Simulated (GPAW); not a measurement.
# Magnetic state of Fe3 on MgO3 001 from several starts, part 2 of 2

Does Fe3 on MgO3 001 prefer parallel or opposed moments, or none?

GPAW 26.7.0; PBE; plane waves with GPAW's PAW setups, scalar-relativistic.

So far. Step 2 (Order 1, typed as ferro +++): After 39 cycles the largest moment stands at 2.97 μB.

### 3. Start 2: ferri ++-

Another pattern of signs weighs the neighbour shells otherwise.

Contents of order2.py:

```python
import json
import numpy as np
from ase import Atoms
from ase.parallel import paropen, parprint
from gpaw import GPAW

atoms = Atoms(['Mg', 'O', 'Mg', 'O', 'Mg', 'O', 'Fe', 'Fe', 'Fe'],
    cell=[[2.978334, 0.0, 0.0],
         [0.0, 2.978334, 0.0],
         [0.0, 0.0, 21.022]],
    scaled_positions=[[0.0, 0.0, 0.285415],
         [0.5, 0.5, 0.285415],
         [0.5, 0.5, 0.385596],
         [0.0, 0.0, 0.385596],
         [0.0, 0.0, 0.485777],
         [0.5, 0.5, 0.485777],
         [0.5, 0.5, 0.588051],
         [0.0, 0.0, 0.651318],
         [0.5, 0.5, 0.714585]],
    pbc=True,
    magmoms=[0.0, 0.0, 0.0, 0.0, 0.0, 0.0, 2.6, 2.6, -2.6])
atoms.calc = GPAW(mode={'name': 'pw', 'ecut': 600},
    xc='PBE',
    kpts={'size': (16, 16, 1), 'gamma': True},
    occupations={'name': 'fermi-dirac', 'width': 0.05},
    convergence={'density': 1e-05, 'energy': 1e-05},
    maxiter=250,
    mixer={'name': 'pulay', 'beta': 0.03, 'nmaxold': 8, 'weight': 100},
    symmetry={'tolerance': 1e-4},
    txt='order2.txt')
e = atoms.get_potential_energy(force_consistent=True)
res = {'free_energy': e, 'energy_sigma0': atoms.get_potential_energy(), 'fermi_energy': atoms.calc.get_fermi_level()}
res['moments'] = atoms.get_magnetic_moments().tolist()
res['total'] = atoms.get_magnetic_moment()
parprint('site moments (muB):', np.round(res['moments'], 3))
parprint(f"total moment: {res['total']:.3f} muB")
parprint(f'free energy: {e:.6f} eV')
atoms.calc.write('order2.gpw')
with paropen('results.json', 'w') as f:
    json.dump(res, f)
```

The run is started by

```console
$ OMP_NUM_THREADS=1 mpirun -n 4 gpaw python order2.py > order2.log
```

Output:

```text
site moments (muB): [ 0.000e+00  0.000e+00  2.000e-03  2.000e-03 -6.000e-03  2.600e-02
  2.773e+00  1.790e+00 -2.796e+00]
total moment: 1.675 muB
free energy: -59.935017 eV

--- order2.txt ---
Input parameters:
  mode=PW(ecut=600),
  convergence={'density': 1e-05, 'energy': 1e-05},
  kpts=MonkhorstPack(size=(16, 16, 1), gamma=True),
  maxiter=250,
  mixer=Pulay(name='pulay', nmaxold=8, beta=0.03, weight=100, sigma=0.015, g_ss=None),
  occupations=Occupations(name='fermi-dirac', width=0.05),
  symmetry=Symmetry(tolerance=0.0001),
  xc=XC(name='PBE')

Diagonalizing LCAO Hamiltonian
Converting LCAO to pw mode
   .------.
  /|      |
 * |      |
 | |      |
 | |      |
 | |      |
 | |      |
 | |      |
 | | Fe   |
 | |      |
 | |      |
 Fe|      |
 | | Fe   |
 | |      |
 | | O    |
 Mg|      |
 | |      |
 | | Mg   |
 O |      |
 | |      |
 | | O    |
 Mg|      |
 | |      |
 | |      |
 | |      |
 | |      |
 | .------.
 |/      /
 *------*

Atoms  # Å, Bohr magnetons
|   | symbol |        x |        y |         z |    initial magnetic moments |
|---|--------|----------|----------|-----------|-----------------------------|
| 0 |     Mg | 0.000000 | 0.000000 |  5.999994 | ( 0.0000,  0.0000,  0.0000) |
| 1 |      O | 1.489167 | 1.489167 |  5.999994 | ( 0.0000,  0.0000,  0.0000) |
| 2 |     Mg | 1.489167 | 1.489167 |  8.105999 | ( 0.0000,  0.0000,  0.0000) |
| 3 |      O | 0.000000 | 0.000000 |  8.105999 | ( 0.0000,  0.0000,  0.0000) |
| 4 |     Mg | 0.000000 | 0.000000 | 10.212004 | ( 0.0000,  0.0000,  0.0000) |
| 5 |      O | 1.489167 | 1.489167 | 10.212004 | ( 0.0000,  0.0000,  0.0000) |
| 6 |     Fe | 1.489167 | 1.489167 | 12.362008 | ( 0.0000,  0.0000,  2.6000) |
| 7 |     Fe | 0.000000 | 0.000000 | 13.692007 | ( 0.0000,  0.0000,  2.6000) |
| 8 |     Fe | 1.489167 | 1.489167 | 15.022006 | ( 0.0000,  0.0000, -2.6000) |

Unit cell  # Å
| periodic |        x |        y |         z |   lengths |    angles |
|----------|----------|----------|-----------|-----------|-----------|
|      yes | 2.978334 | 0.000000 |  0.000000 |  2.978334 | 90.000000 |
|      yes | 0.000000 | 2.978334 |  0.000000 |  2.978334 | 90.000000 |
|      yes | 0.000000 | 0.000000 | 21.022000 | 21.022000 | 90.000000 |

Number of symmetries: 8

BZ-sampling:
  Number of BZ points: 256
  Number of IBZ points: 45

  Monkhorst-Pack size: [16, 16, 1]
  Monkhorst-Pack shift: [0.03125, 0.03125, 0.0]

Plane wave coefficients: 6282
Cutoff: 600.0 eV

Spin-components: 2 (collinear spins)
Bands:           49
Projectors:      48
Spin-degeneracy: 1
Datatype:        complex128

Parallelization:
  kpt:    4
  domain: 1
  band:   1

Density:
  Valence electrons: 72.0
  Components: 2
  Grid points: [ 18  18 120]
  Charge: 0.0  # |e|

Potential:
  Grid points: [ 18  18 120]

[... setups left out ...]
Reference energy: -126329.855369  # eV

eigensolver:
  PPCG
  Converge bands: occupied
  niter=2

density mixing:
  Pulay-Mixer
  Linear mixing parameters: 0.03
  Old densities: 8
  Fourier metric: weight=100, sigma=0.015

occupation numbers:
  Fermi-Dirac:
    width: 0.0500  # eV

poisson solver:
  ecut: 4800.0  # eV

xc functional:
  name: PBE with 2 nearest neighbor stencil

convergence criteria:
- Maximum integral of absolute [dens]ity change: 1e-05 electrons / valence electron
- Maximum [total energy] change in last 3 cyles: 1e-05 eV / valence electron
- Maximum integral of absolute [eigenst]ate change: 4e-08 eV^2 / valence electron
maximum number of iterations: 250

SCF iterations
|iter     |      energy | eigst |  dens |  magmom |
|---------|-------------|-------|-------|---------|
|iter:   1|       0s |  -65.186059 | +0.43 |       |  +2.6047|
|iter:   2|      13s |  -64.072837 | -1.05 | -0.88 |  +2.5670|
|iter:   3|      26s |  -63.376021 | -1.57 | -0.95 |  +2.5633|
|iter:   4|      39s |  -62.078174 | -1.41 | -1.00 |  +2.5352|
|iter:   5|      52s |  -59.813688 | -0.28 | -1.06 |  +2.4621|
|iter:   6|      65s |  -59.798848 | -1.85 | -1.30 |  +2.4604|
|iter:   7|      78s |  -59.766692 | -2.78 | -1.32 |  +2.4510|
|iter:   8|      91s |  -59.807365 | -2.03 | -1.35 |  +2.4004|
|iter:   9|     104s |  -59.878268 | -2.37 | -1.41 |  +2.3734|
|iter:  10|     117s |  -59.901269 | -1.86 | -1.50 |  +2.3065|
[... 44 iterations left out ...]
|iter:  55|     685s |  -59.914795c| -7.50c| -4.26 |  +1.6768|
|iter:  56|     698s |  -59.914799c| -7.51c| -4.32 |  +1.6758|
|iter:  57|     704s |  -59.914799c| -7.65c| -4.39 |  +1.6753|
|iter:  58|     717s |  -59.914802c| -7.66c| -4.40 |  +1.6745|
|iter:  59|     723s |  -59.914800c| -7.73c| -4.57 |  +1.6749|
|iter:  60|     729s |  -59.914799c| -8.16c| -4.61 |  +1.6750|
|iter:  61|     735s |  -59.914800c| -7.93c| -4.63 |  +1.6750|
|iter:  62|     741s |  -59.914801c| -7.99c| -4.81 |  +1.6747|
|iter:  63|     747s |  -59.914801c| -8.32c| -4.98 |  +1.6748|
|iter:  64|     753s |  -59.914802c| -8.30c| -5.01c|  +1.6747|

Converged in 64 steps
Energy contributions relative to reference atoms: (reference = -126329.855369)

Energy contributions:
  Kinetic:          49.693314
  Coulomb:         -41.714574
  Zero:              0.446322
  External:          0.000000
  Xc:              -68.319648
  Entropy:          -0.040431
  Spinorbit:         0.000000
  ----------------------------
  Free energy:     -59.935017
  Extrapolated:    -59.914802

dipole moment: (-24.190441, -24.190441, -0.276407)  # |e|*Ang

Total magnetic moment: (0.000000, 0.000000, 1.674651)

Local magnetic moments
|        x |        y |         z |
|----------|----------|-----------|
| 0.000000 | 0.000000 |  0.000111 |  # Mg   0
| 0.000000 | 0.000000 |  0.000122 |  # O    1
| 0.000000 | 0.000000 |  0.001739 |  # Mg   2
| 0.000000 | 0.000000 |  0.001603 |  # O    3
| 0.000000 | 0.000000 | -0.006497 |  # Mg   4
| 0.000000 | 0.000000 |  0.025674 |  # O    5
| 0.000000 | 0.000000 |  2.772761 |  # Fe   6
| 0.000000 | 0.000000 |  1.790372 |  # Fe   7
| 0.000000 | 0.000000 | -2.796316 |  # Fe   8

Fermi level: 3.003
Eigenvalues  # (at kpt = [0.000, 0.000, 0.000])
| band index |      eig [eV] | occ [0-1] |      eig [eV] | occ [0-1] |
|------------|---------------|-----------|---------------|-----------|
|          0 |       -73.187 |     1.000 |       -73.187 |     1.000 |
|        ... |               |           |               |           |
|         29 |         0.720 |     1.000 |         0.573 |     1.000 |
|         30 |         0.720 |     1.000 |         0.851 |     1.000 |
|         31 |         0.790 |     1.000 |         1.397 |     1.000 |
|         32 |         1.562 |     1.000 |         1.507 |     1.000 |
|         33 |         1.562 |     1.000 |         2.680 |     0.998 |
|         34 |         2.125 |     1.000 |         2.680 |     0.998 |
|         35 |         2.182 |     1.000 |         2.884 |     0.915 |
|         36 |         2.843 |     0.961 |         3.344 |     0.001 |
|         37 |         3.227 |     0.011 |         3.711 |     0.000 |
|         38 |         3.354 |     0.001 |         3.897 |     0.000 |
|         39 |         3.515 |     0.000 |         3.897 |     0.000 |
|         40 |         3.515 |     0.000 |         4.440 |     0.000 |
|         41 |         3.965 |     0.000 |         4.500 |     0.000 |
|         42 |         4.245 |     0.000 |         4.663 |     0.000 |
|         43 |         5.614 |     0.000 |         5.619 |     0.000 |
|        ... |               |           |               |           |
|         48 |        10.489 |     0.000 |        10.474 |     0.000 |

No gap
No difference between direct/indirect transitions
```

The job ended after 13 min (4 MPI ranks of Arm Neoverse V1, shared host; peak memory 1.5 GiB).

Spin moment in the augmentation sphere by atom:

```tsv
atom	spin moment in the augmentation sphere (μB)
Mg1	0.00
O2	0.00
Mg3	0.00
O4	0.00
Mg5	-0.01
O6	0.03
Fe7	2.77
Fe8	1.79
Fe9	-2.80
```

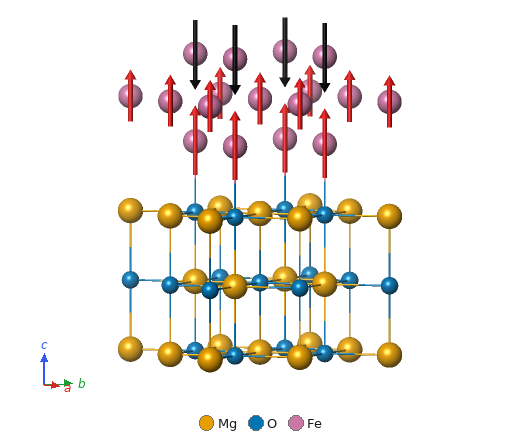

Spin moment in the augmentation sphere as arrows, the longest 2.80 μB. Up and down stand for the sign. Arrows give size and sign along the axis of quantisation, drawn up and down the page. The two directions have two colours. 2×2×1 cells are drawn. Some periodic images of atoms are drawn too.

Numbers from this step:

```
magnetization : 1.675 μB
final state   : ferrimagnetic
```

It lies 176 meV a seeded atom over the first start, and its largest moment is 2.80 μB against 2.97 μB.

### 4. Order 3, typed as no spin polarisation

A run without seeds gives the energy of the state without moments.

nospin.py is the script of step 3 with these lines changed:

```diff
@@ -19,4 +19,3 @@
          [0.5, 0.5, 0.714585]],
-    pbc=True,
-    magmoms=[0.0, 0.0, 0.0, 0.0, 0.0, 0.0, 2.6, 2.6, -2.6])
+    pbc=True)
 atoms.calc = GPAW(mode={'name': 'pw', 'ecut': 600},
@@ -29,11 +28,7 @@
     symmetry={'tolerance': 1e-4},
-    txt='order2.txt')
+    txt='nospin.txt')
 e = atoms.get_potential_energy(force_consistent=True)
 res = {'free_energy': e, 'energy_sigma0': atoms.get_potential_energy(), 'fermi_energy': atoms.calc.get_fermi_level()}
-res['moments'] = atoms.get_magnetic_moments().tolist()
-res['total'] = atoms.get_magnetic_moment()
-parprint('site moments (muB):', np.round(res['moments'], 3))
-parprint(f"total moment: {res['total']:.3f} muB")
 parprint(f'free energy: {e:.6f} eV')
-atoms.calc.write('order2.gpw')
+atoms.calc.write('nospin.gpw')
 with paropen('results.json', 'w') as f:
```

The run is started by

```console
$ OMP_NUM_THREADS=1 mpirun -n 4 gpaw python nospin.py > nospin.log
```

Output:

```text
free energy: -58.402340 eV

--- nospin.txt ---
Input parameters:
  mode=PW(ecut=600),
  convergence={'density': 1e-05, 'energy': 1e-05},
  kpts=MonkhorstPack(size=(16, 16, 1), gamma=True),
  maxiter=250,
  mixer=Pulay(name='pulay', nmaxold=8, beta=0.03, weight=100, sigma=0.015, g_ss=None),
  occupations=Occupations(name='fermi-dirac', width=0.05),
  symmetry=Symmetry(tolerance=0.0001),
  xc=XC(name='PBE')

[...]
|        ... |               |           |
|         29 |         1.423 |     2.000 |
|         30 |         1.597 |     2.000 |
|         31 |         1.597 |     2.000 |
|         32 |         2.058 |     2.000 |
[...]
|         42 |         4.382 |     0.000 |
|         43 |         5.515 |     0.000 |
|         44 |         6.533 |     0.000 |
|        ... |               |           |
|         47 |         8.734 |     0.000 |

No gap
No difference between direct/indirect transitions

[key lines of the parts left out:]
Free energy:     -58.402340
Converged in 32 steps
dipole moment: (-24.218817, -24.218817, -0.298941)  # |e|*Ang
Fermi level: 2.762
```

Elapsed: 3.2 min, on 4 MPI ranks; peak memory 1.2 GiB; 13 min of CPU time.

Read from the output:

- final state: non-magnetic (no spin polarisation)

It lies 686 meV a seeded atom over the first start.

### 5. The states side by side

These are free energies at a smearing of 0.05 eV, so its entropy term is in the differences. They are divided by the number of seeded atoms, so that cells of unlike size compare.

Orders:

```tsv
start	final state	typed order kept	energy over the lowest (meV a seeded atom)	largest site moment (μB)	net moment (μB a primitive cell)	mesh matched	CPU time (s)
ferro +++	ferromagnetic	yes	0	2.972	8.525	yes	1906
ferri ++-	ferrimagnetic	yes	175.5	2.796	1.675	yes	3096
no spin polarisation	non-magnetic	-	686.4	0	0	yes	772.2
```

### 6. Summary of results

| Item | Value |
| --- | --- |
| lowest state found | ferromagnetic (typed ferro +++) |
| largest site moment | 2.97 μB |
| next state | ferrimagnetic, 176 meV a seeded atom higher |
| energy gained by spin polarisation | 686 meV a seeded atom |

**Reading.** The lowest state found is ferromagnetic, reached from the start ferro +++, with moments up to 2.97 μB. The next state costs 176 meV a seeded atom. Only 3 starts are shown; other collinear patterns, canted and longer-period orders are not.

[Logs and program files are shortened in this print: banners, set-up blocks, solver, clock and traceback lines can be left out without a mark of their own.]

[Logs are printed without paths, hosts, clocks, repeated set-up lines and the standing remarks that a program may print on its own settings, such as how far it seeks lower states.]

[Hosts, paths, dates, database ids (printed as entryN), source tags and the programs' standing remarks are cut or masked in the printed files.]

[Where a cell is said to come from a database of computed structures, the database is the Materials Project.]
